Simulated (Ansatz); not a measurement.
## CdS: an electron-density study

Space group P6_3mc.

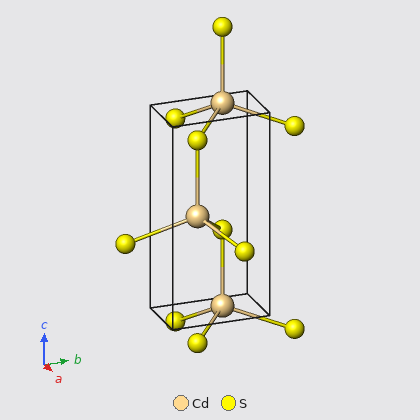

The conventional cell.

Input file:

```
crystal:
  lattice:
    - [4.15, 0.0, 0.0]
    - [-2.075, 3.5940054257, 0.0]
    - [0.0, 0.0, 6.737]
  atoms:
    - { symbol: Cd, position: [0.3333333333, 0.6666666667, 0.0] }
    - { symbol: Cd, position: [0.6666666667, 0.3333333333, 0.5] }
    - { symbol: S, position: [0.3333333333, 0.6666666667, 0.375] }
    - { symbol: S, position: [0.6666666667, 0.3333333333, 0.875] }
basis:
  ecutwfc: 500
  fft_grid_basis: typed
kpoints:
  mp_grid: { grid: [9, 9, 4] }
hamiltonian:
  xc: pbesol
  pseudopotentials: { kind: paw }
scf:
  occupations: { method: gaussian, width: 0.05 }
output:
  forces: true
  stress: true
  eigenvalues: true
  bader: true
  write_density: true
  volumetric_format: npy
  elf: true
```

Run with:

```sh
ansatz run input.yaml --threads 1 --pin off --max-ram 2560MiB --backend cpu --events-out ev --progress --plain --runs-dir out
```

The picture shows the conventional cell (a = 4.15 Å, b = 4.15 Å, c = 6.74 Å, α = 90.00°, β = 90.00°, γ = 120.00°).

Computed with Ansatz 0.2.0, DFT PBEsol, scalar-relativistic, plane waves, PAW.

Core electrons are frozen (PAW), so the maps are meaningful between the atoms, not at the nuclei.

### 1. Bonding charge

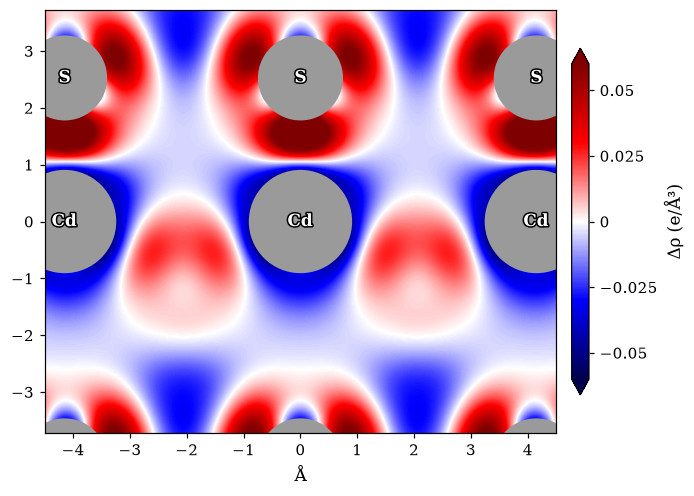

Density of the crystal less the sum of free-atom densities: a map on the (100) plane of the conventional cell, with grey discs over the atomic cores. Cores are masked to 0.9 Å (Cd) and 0.7 Å (S).

Describe the bonding charge.

Answer. Cd–S (2.53 Å): Δρ is +0.06 e/Å³ at the midpoint.
- Over the whole cell, outside the masked cores, the largest gain, 0.1 e/Å³, lies 0.9 Å from a sulfur nucleus, and the largest loss lies at the edge of the masked core of Cd.
- The rearranged charge, half the integral of |Δρ|, is about 0.21 e an atom.
- Bader charges: Cd +0.82 and S −0.82 e.

### 2. States by energy

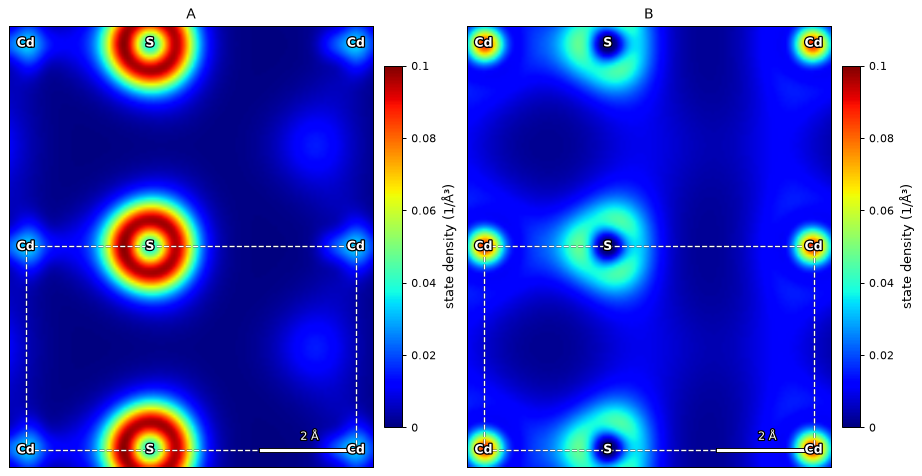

CdS: densities of the states in two energy windows, on the (11̄0) plane of the conventional cell.

Match the panels to the energy ranges (zero at the valence-band maximum): −12.3 to −11.7 eV and −4.4 to −2.9 eV.

Answer. Panel A: −12.3 to −11.7 eV, a separate group of bands, mainly S 3s (85 %) and Cd 5s (10 %).
Panel B: −4.4 to −2.9 eV, the lower third of the upper valence band, mainly S 3p (65 %) and Cd 5s (30 %).
The characters are Löwdin shares on a minimal set of atomic orbitals.

### 3. Moving an atom

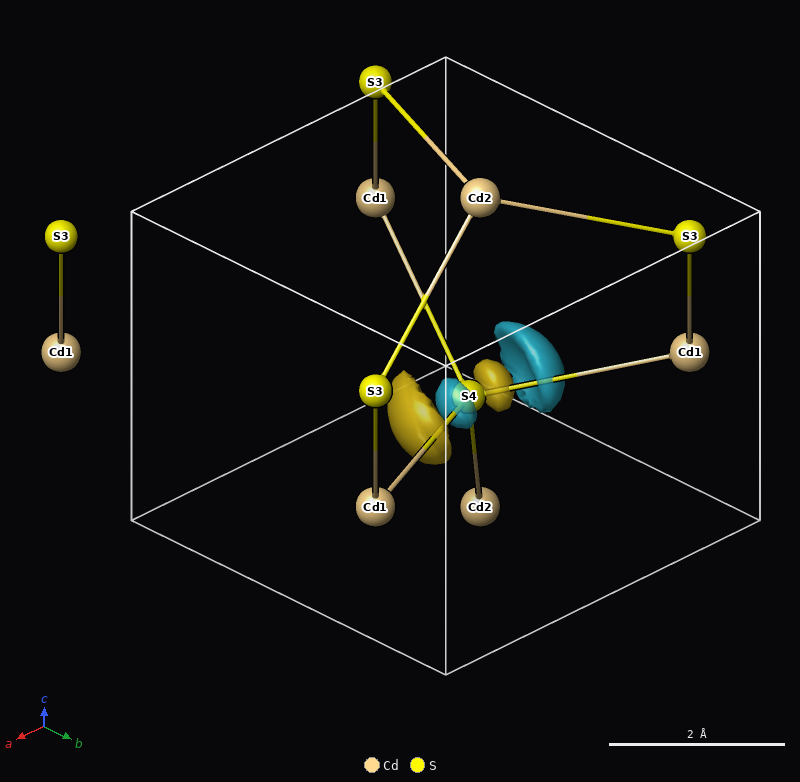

CdS: one atom of the 4-atom cell (and its periodic copies) was moved a little. Density after less density before, yellow at +0.2 and cyan at −0.2 e/Å³, seen along [111]; cell a = 4.15 Å, b = 4.15 Å, c = 6.74 Å, α = 90.00°, β = 90.00°, γ = 120.00°. The lobes lie largely inside the PAW sphere, where the density is a smoothed one.

Find the displaced atom and its direction.

Answer. S4 moved towards the yellow lobe, down and to the left in the picture. In the run the shift was 0.15 Å along [1 0 0] in the axes of the cell drawn.

What restoring force does the calculation give for this move?

Answer. The force on it changes by 0.80 eV/Å along the move, against it: a stiffness of about 5.3 eV/Å² for this sublattice shift.

### 4. Holes and electrons

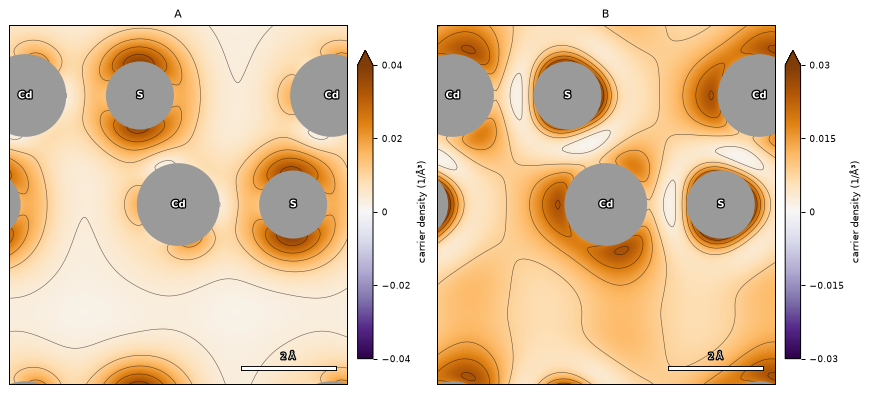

CdS, doped once with holes and once with electrons (0.2 e in the calculation's cell of 4 atoms, uniform background, atoms fixed). Each panel shows the carrier's density (positive where it sits) on the (110) plane of the conventional cell; grey discs cover the cores. Cores are masked to 0.9 Å (Cd) and 0.7 Å (S).

Which panel shows the hole and which the electron?

Answer. A is the hole: outside the cores it is densest at the edge of the masked core of S; it divides as S about 70 % and Cd about 30 %. B is the electron: outside the cores it is densest at the edge of the masked cores of Cd and S; it divides as S about 55 % and Cd about 45 %. Shares are sums over atomic cells sized by the Bader volumes, which fill 45 % (Cd) and 55 % (S) of the cell, so only an excess over these marks a preference; they are shares of the net change, screening included, and the band-edge orbitals themselves can be more concentrated.

### 5. Putting it together

Charge passes from Cd (Pauling electronegativity 1.69) to S (2.58), the direction that the scale predicts; the Bader charges fall short of whole formal charges, as they usually do. The hole favours S (70 % of it on 55 % of the volume), in line with the top of the valence band, which is mainly S 3p. A carrier enters the states at the band edge, and screening then spreads part of it over the cell.

Run times: 71 s (base cell), 20 s (state densities), 2.6 min (moved atom), 65 s (hole) and 66 s (electron), on 1 thread of Arm Neoverse N1, with other jobs on the host.
